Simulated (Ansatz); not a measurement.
System: CuAu, space group P4/mmm (No. 123).

The given structure:
```
Cu Au
1.0
     2.80000    0.00000    0.00000
     0.00000    2.80000    0.00000
     0.00000    0.00000    3.67000
Cu Au
1 1
Direct
  0.50000 0.50000 0.50000
  0.00000 0.00000 0.00000
```

One of the inputs:
```
crystal:
  lattice:
    - [2.8, 0.0, 0.0]
    - [0.0, 2.8, 0.0]
    - [0.0, 0.0, 3.67]
  atoms:
    - { symbol: Cu, position: [0.5, 0.5, 0.5] }
    - { symbol: Au, position: [0.0, 0.0, 0.0] }
kpoints:
  mp_grid: { grid: [12, 12, 9] }
  band_path:
    path:
      - [0.0, 0.0, 0.0]
      - [0.0, 0.5, 0.0]
      - [0.5, 0.5, 0.0]
      - [0.0, 0.0, 0.0]
      - [0.0, 0.0, 0.5]
      - [0.0, 0.5, 0.5]
      - [0.5, 0.5, 0.5]
      - [0.0, 0.0, 0.5]
      - [0.0, 0.5, 0.0]
    npoints: 8
scf:
  occupations: { method: fermi_dirac, width: 0.08 }
hamiltonian:
  xc: pbe
  pseudopotentials: { kind: paw }
output:
  forces: true
  stress: true
  eigenvalues: true
  efg: { contact_densities: true }
  populations: true
  bader: true
  dos: { projected: true, de: 0.2, e_range: [-14, 8] }
```

Computed with Ansatz 0.2.0: periodic Kohn-Sham DFT of a crystal at fixed atoms, scaled to the stated factor times the given cell; pressure positive in compression. Level: PBE, no spin-orbit coupling.

- method: frozen-core PAW
- relativity: scalar
- k mesh: 12×12×9
- occupations: Fermi–Dirac
- smearing width: 0.08 eV
- wave cutoff: 420 eV
- PAW set: soft_2

V(given) is 14.39 Å³/atom.

Predict the pressure and largest field gradient Vzz against V/V(given). The V/V(given) takes the values 0.941, 0.970, 1.000, 1.030, 1.060.

The pressure falls from 19.4 GPa at V/V(given) 0.941 to −2.1 GPa at 1.060, and changes sign near 1.044. The largest field gradient Vzz falls from 6.803 1e21 V/m² at V/V(given) 0.941 to 6.329 1e21 V/m² at 1.060. The volume at zero pressure from a fit of the pressures is 15 Å³/atom. The bulk modulus from that fit is 138 GPa.

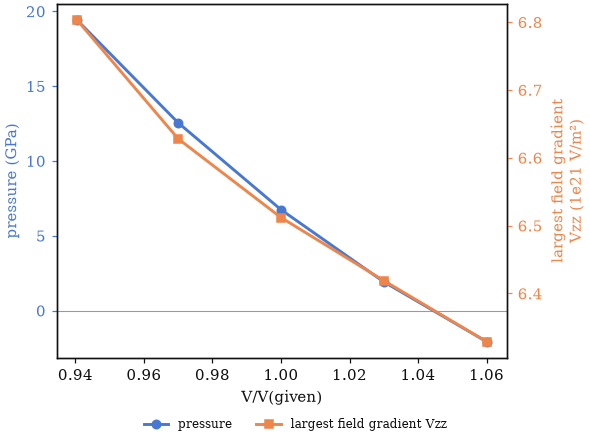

Caveats: field gradient without spin-orbit coupling on heavy atoms; no gap: field gradients move with the k mesh; no spin-orbit coupling on heavy atoms; shape and atomic fractions are frozen while scaling, which makes layered, chain and framework solids too stiff.
